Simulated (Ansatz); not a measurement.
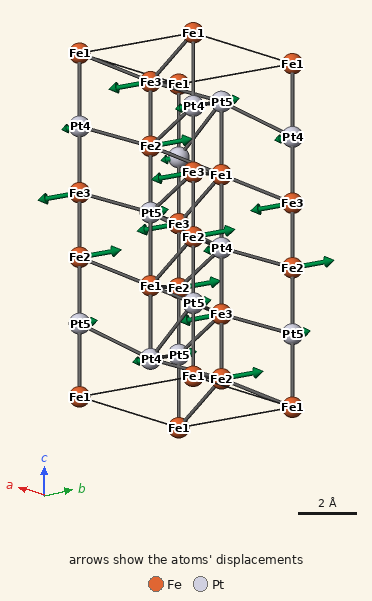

One vibrational mode of solid Fe₃Pt₂ (a generated structure) at the zone centre. Displacements are drawn as green arrows; their common scale and sign are arbitrary. A ball-and-stick model of the conventional cell (3 times the calculation's cell), seen from a free direction. Lengths and directions refer to the drawn axes.

The calculation used DFT PBE, scalar-relativistic, plane waves, PAW in Ansatz. Set-up: plane-wave cutoff 420 eV; k-point mesh 12 × 12 × 12; occupations gaussian; smearing width 0.2 eV; collinear spin.

The frequencies depend somewhat on the k-mesh and the smearing.

Give the symmetry, activity and frequency of this mode.

Answer. This is the E_g mode (doubly degenerate; one member of the set is drawn) at 27.4 meV, optical level 7 of 8, counted from below, Raman-active by symmetry. The Fe (3a) atoms stay at rest; all motion is along b; atoms of one kind move against one another, with no net shift of any sublattice; the kinetic energy is shared as Fe 76 %, Pt 24 %.
